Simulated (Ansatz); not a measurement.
```yaml
crystal:
  lattice:
    - [6.55515, 0.00000, 0.00000]
    - [0.00000, 0.00000, -6.55515]
    - [0.00000, 6.55515, 0.00000]
  atoms:
    - { symbol: In, position: [0.50000, 0.50000, 0.00000] }
    - { symbol: In, position: [0.00000, 0.50000, 0.50000] }
    - { symbol: In, position: [0.00000, 0.00000, 0.00000] }
    - { symbol: In, position: [0.50000, 0.00000, 0.50000] }
    - { symbol: Sb, position: [0.75000, 0.75000, 0.25000] }
    - { symbol: Sb, position: [0.25000, 0.75000, 0.75000] }
    - { symbol: Sb, position: [0.25000, 0.25000, 0.25000] }
    - { symbol: Sb, position: [0.75000, 0.25000, 0.75000] }
```

Space group F-43m.

The calculation used DFT r2SCAN, scalar-relativistic, plane waves, PAW in Ansatz 0.2.0.

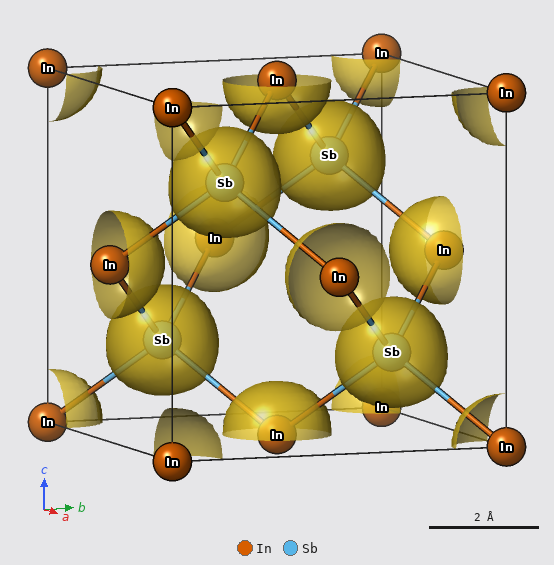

InSb. Isosurface of the valence charge density (pseudo) at 0.5 e/Å³ (yellow), seen slightly off an axis. Sticks mark near contacts.

Question: What does this surface tell about the bonding?

Answer: At this value the density breaks into separate islands; it holds about 75 % of the electrons treated as valence (semicore included). It bridges none of the near contacts. It is pinched off along the shortest In–Sb (2.84 Å) contacts. On the grid the lowest density along these lines, outside the cores, is 0.34 e/Å³ (In–Sb, 2.84 Å).

Question: Does the calculation make it a metal, or give it a gap?

Answer: It is gapless in this calculation (a metal or semimetal).
